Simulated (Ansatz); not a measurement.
# Geometry relaxation of Rh (part 2 of 2)

The same run, continued: Rh (I4/mmm, 2 atoms in the cell); DFT PBEsol, scalar-relativistic, plane waves, PAW, no spin polarisation (Ansatz 0.2.0); cutoff 420 eV, 20×20×14 k-mesh, Gaussian smearing of 0.1 eV. The structure derives from a Materials Project entry. It belongs to a series of runs on one base structure; here: biaxial strain in the a-b plane, c and atoms relaxed: -3.0 %.

Geometry of the input (Å; fractional positions):
```
1.8333  1.8333  0.0000
-1.8333  1.8333  0.0000
0.0000  0.0000  3.8480
Rh 0.0000  0.0000  0.0000
Rh 0.5000  0.5000  0.5000
```

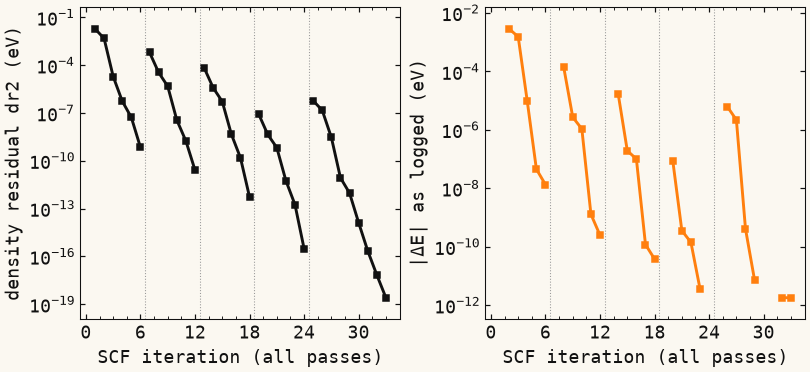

Figure 1. Convergence of the self-consistent field: density residual dr2 and size of the energy change against the SCF iteration. The dotted lines part the SCF passes of the relaxation: geometry steps, rejected trials and re-solves on a re-selected basis. The 5 passes take 6 to 9 iterations each, 33 in all.

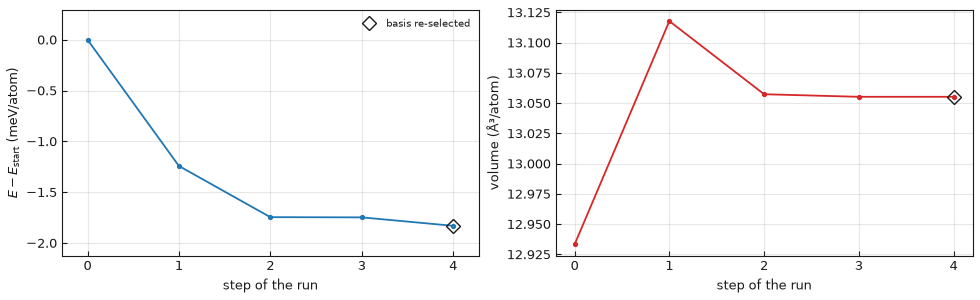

Figure 2. Progress of the relaxation, step by step (the first geometry is step 0 here and step 1 in the log).

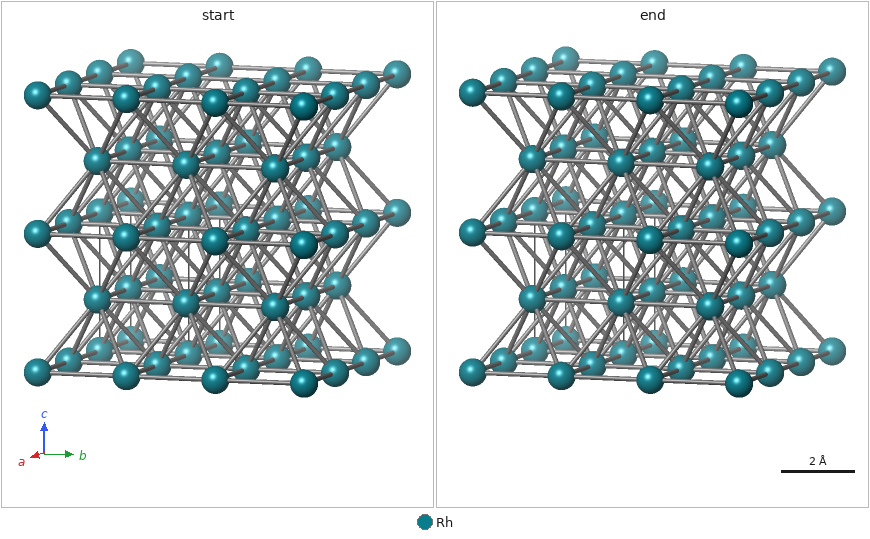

Figure 3. Before (left) and after (right) the relaxation, at one scale (ball-and-stick view of the cell of the calculation, repeated 3 × 3 × 2, seen slightly off an axis). The atoms keep their places relative to the cell (all moves are under 0.005 Å). The volume changes by +0.9 %, with a = b stay at 2.593 Å, c 3.848 → 3.884 Å (+0.9 %). Among the contacts that change: Rh1–Rh2 2.658 → 2.671 Å. The space group stays I4/mmm (No. 139). After 3 geometry steps the energy has fallen by 1.7 meV per atom. All forces vanish by symmetry, so only the cell relaxes. The pressure goes from 14.63 to 11.45 GPa. A last SCF at the same geometry on a re-selected plane-wave basis shifts the energy by −0.1 meV per atom. (Atoms are counted from 1 in the order of the input.)

```
basis re-selected at this cell: Δ(F+E_penalty+E_count) = -1.661e-4 eV, ΔP = -0.000 GPa vs the last step (what re-selecting the basis moved, of the pressure what is left beyond the Pulay correction that the steps carried, after the strain that the cell walked since its last selection, with what the two solves' SCF thresholds leave and, on support functions, any second-order correction that the steps lacked; it is no measure of the basis error at this ecutwfc). This SCF's stress stands 4.66e-3 GPa from its target on what of the cell is left free (relax.cell.stress_tol is 1.50e-2 GPa) and its largest allowed force component is 1.74e-30 eV/Å (relax.f_tol is 8.00e-3 eV/Å): within both
SCF converged after 9 iterations
Free energy (F): -12677.416500 eV
Harris-Foulkes:  -12677.416500 eV  (|F-HF|=0.00e0)
Internal energy: -12677.405304 eV  (E = F + TS)
E sigma→0 (E₀):  -12677.410902 eV
Entropy (-TS):   -0.011196 eV (-5.598 meV/atom)
Fermi energy:    23.767410 eV
--- Per-component energies (eV) ---
  E_band       = -129.834131
  E_kinetic    = 1150.281689
  E_local      = -3000.967247  (includes V_loc(G=0)·N_el)
  E_nonlocal   = 712.764488
  E_hartree    = 1054.758468
  E_xc         = -442.756332
  E_vxc        = -557.979649  (∫ρ·V_xc dr)
  E_paw        = -7047.809279  (= ΣΔE_a)
  E_vpaw       = -543.451990  (= ΣTr[D̂ρ^β])
  E_aug_tail   = 0.001640  (compensation charges beyond the density's cutoff)
  E_ewald      = -5104.231132
  E_core_change = 0.552399  (= ΣΔE_core)
  E_smearing   = -0.011196  (= −TS)
  E_closure    = -0.000000  (closes the sum)
  Σ components = -12677.416500   (vs F -12677.416500, Δ=0.00e0)
--- Forces (eV/Å), atoms counted from 1 ---
  atom   1  Rh     0.00000000    -0.00000000     0.00000000
  atom   2  Rh     0.00000000    -0.00000000    -0.00000000
  max |Σ_I F_I| component: 3.05e-28 eV/Å
--- Stress (GPa, compression-positive) ---
       17.178966      -0.000000       0.000000
       -0.000000      17.178966       0.000000
        0.000000       0.000000       0.004663
  P = ⅓ Tr σ = 11.4542 GPa (114.542 kbar)
--- Band table (eV; the first three rows and the last of 528) ---
  k-point 0: bands = ["-55.2029", "-55.0370", "-23.4447", "-22.8693", "-22.8693", "-22.6415", "-22.6032", "-22.6032", "15.3315", "16.9360", "17.3311", "19.9694", "20.6678", "20.6678", "22.2594", "23.1136", "24.4467", "24.8225", "24.8225", "26.1988", "35.5722"]
  k-point 1: bands = ["-55.2008", "-55.0391", "-23.4351", "-22.8660", "-22.8660", "-22.6522", "-22.6066", "-22.6066", "15.3990", "16.9717", "17.3580", "19.9275", "20.7052", "20.7052", "22.2058", "23.1288", "24.4282", "24.7423", "24.7423", "25.9339", "35.8918"]
  k-point 2: bands = ["-55.1947", "-55.0453", "-23.4070", "-22.8563", "-22.8563", "-22.6835", "-22.6166", "-22.6166", "15.5980", "17.0751", "17.4381", "19.8059", "20.8167", "20.8167", "22.0520", "23.1739", "24.3741", "24.5141", "24.5141", "25.2417", "36.7419"]
  k-point 527: bands = ["-55.0002", "-55.0002", "-23.2370", "-23.2370", "-23.2370", "-23.2370", "-22.9344", "-22.9344", "18.1046", "18.1046", "19.6510", "19.6510", "19.6510", "19.6510", "22.3802", "22.3802", "25.1940", "25.1940", "33.7134", "33.7134", "33.7134"]
--- Relaxed structure (4 steps of the walk, 4 accepted, 1 SCFs on fresh bases) ---
  F+E_penalty+E_count = -12677.41650033 eV   max|allowed force component| = 1.744e-30 eV/Å   (the final SCF, on the basis selected at the relaxed cell)
  cell:  # Å, volume = 26.1105 Å³
    - [1.8333012493, 1.8333012493, 0.0]
    - [-1.8333012493, 1.8333012493, 0.0]
    - [0.0, 0.0, 3.8843401459378595]
  atoms:
    - { symbol: Rh, position: [0.0, 0.0, 0.0] }
    - { symbol: Rh, position: [0.49999999999999994, 0.49999999999999994, 0.5] }
```

Trajectory as extended XYZ (Å, eV, eV/Å), 5 frames, from step=1 to step=5
```
2
Lattice="1.8333 1.8333 0.0000 -1.8333 1.8333 0.0000 0.0000 0.0000 3.8480" Properties=species:S:1:pos:R:3:forces:R:3 step=1 energy=-12677.41284 pressure_GPa=14.63
Rh    0.0000    0.0000    0.0000    0.0000   0.0000   0.0000
Rh    0.0000    1.8333    1.9240    0.0000   0.0000   0.0000
2
Lattice="1.8333 1.8333 0.0000 -1.8333 1.8333 0.0000 0.0000 0.0000 3.9030" Properties=species:S:1:pos:R:3:forces:R:3 step=2 energy=-12677.41532 pressure_GPa=9.91
Rh    0.0000    0.0000    0.0000    0.0000   0.0000   0.0000
Rh    0.0000    1.8333    1.9515    0.0000   0.0000   0.0000
2
Lattice="1.8333 1.8333 0.0000 -1.8333 1.8333 0.0000 0.0000 0.0000 3.8850" Properties=species:S:1:pos:R:3:forces:R:3 step=3 energy=-12677.41633 pressure_GPa=11.40
Rh    0.0000    0.0000    0.0000    0.0000   0.0000   0.0000
Rh    0.0000    1.8333    1.9425    0.0000   0.0000   0.0000
2
Lattice="1.8333 1.8333 0.0000 -1.8333 1.8333 0.0000 0.0000 0.0000 3.8843" Properties=species:S:1:pos:R:3:forces:R:3 step=4 energy=-12677.41633 pressure_GPa=11.45
Rh    0.0000    0.0000    0.0000    0.0000   0.0000   0.0000
Rh    0.0000    1.8333    1.9422    0.0000   0.0000   0.0000
2
Lattice="1.8333 1.8333 0.0000 -1.8333 1.8333 0.0000 0.0000 0.0000 3.8843" Properties=species:S:1:pos:R:3:forces:R:3 step=5 energy=-12677.41650 pressure_GPa=11.45
Rh    0.0000    0.0000    0.0000    0.0000   0.0000   0.0000
Rh    0.0000    1.8333    1.9422    0.0000   0.0000   0.0000
```

Results in brief

- outcome: converged
- space group (tolerance 0.01 Å): I4/mmm (139)
- electrons treated: 34
- free energy: −12677.4165 eV
- Fermi energy: 23.767 eV
- gap on the k-point mesh: none (metallic)
- pressure: 11.45 GPa
- final volume: 26.11 Å³
- largest force (length of the vector) at the end: under 0.001 eV/Å
- final cell: a = 2.593 Å, b = 2.593 Å, c = 3.884 Å, α = 90.00°, β = 90.00°, γ = 90.00°
- hardware: 1 thread of AMD EPYC (Zen 3), 32 GiB of memory available, shared host
- wall time: 61 s
- peak memory: 0.57 GiB
